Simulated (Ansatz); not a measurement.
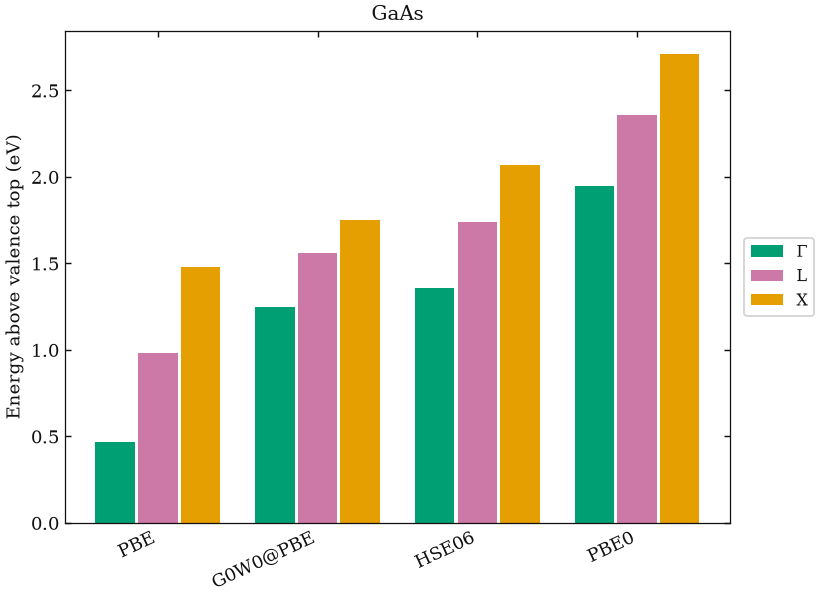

Lowest conduction level at each named k point, counted from the valence-band top at Γ, by several methods on one cell of zincblende GaAs, space group F-43m, 2 atoms in the primitive cell, relaxed with r2SCAN; cubic a = 5.666 Å. All runs are without spin-orbit coupling and carry no moments.

| method | program | Γ (eV) | L (eV) | X (eV) |
| --- | --- | --- | --- | --- |
| PBE | Ansatz | 0.47 | 0.98 | 1.48 |
| G0W0@PBE | Ansatz | 1.25 | 1.56 | 1.75 |
| HSE06 | Ansatz | 1.36 | 1.74 | 2.07 |
| PBE0 | Ansatz | 1.95 | 2.36 | 2.71 |

### One method is left out: G0W0@PBE0. Predict its row. It was run as: PBE0, Ansatz PAW set, 6×6×6 k mesh, 420 eV cutoff, fixed occupations (Ansatz), G0W0 with empty bands 249, screening cutoff 180 eV and frequency treatment contour deformation.

It starts from PBE0, whose row gives 1.95 eV at Γ. G0W0@PBE0 gives 1.80 eV at Γ, 2.12 eV at L and 2.35 eV at X, which is −0.15 eV from PBE0 at Γ.

### Does G0W0@PBE0 shift these levels rigidly from PBE0?

The shifts are −0.15 eV at Γ, −0.24 eV at L and −0.36 eV at X: a spread of 0.21 eV on a mean of −0.25 eV, so one shift doesn't describe them.

### How do the methods rank at Γ?

From low to high: PBE 0.47, G0W0@PBE 1.25, HSE06 1.36, G0W0@PBE0 1.80, PBE0 1.95 eV.

Settings. PBE: Ansatz PAW set, 8×8×8 k mesh, 420 eV cutoff, Fermi-Dirac smearing of 0.02 eV (Ansatz 0.2.0). G0W0@PBE: PBE, Ansatz PAW set, 6×6×6 k mesh, 420 eV cutoff, fixed occupations (Ansatz), G0W0 with empty bands 103, screening cutoff 100 eV and frequency treatment contour deformation. HSE06: Ansatz PAW set, 6×6×6 k mesh, 420 eV cutoff, fixed occupations (Ansatz 0.2.0). PBE0: Ansatz PAW set, 6×6×6 k mesh, 420 eV cutoff, fixed occupations (Ansatz 0.2.0).

These are five of the 11 methods that were run on this cell. Spin-orbit coupling is left out, which matters for As. HSE06, G0W0@PBE0 and PBE0: the PAW data sets were made with another functional. G0W0@PBE and G0W0@PBE0: the filled d shell of Ga makes GW gaps converge slowly, so they lie under their value at the basis limit. G0W0@PBE and G0W0@PBE0: the k mesh is thin for GW. HSE06 and PBE0: the k mesh is thin for exact exchange. LDA, GGA and most meta-GGA functionals understate gaps. G0W0@PBE: the GW screening of so narrow a gap isn't settled on this k mesh. The GW runs differ in bands or cutoffs. The GW values are at finite bands, cutoffs and mesh, short of the basis limit.
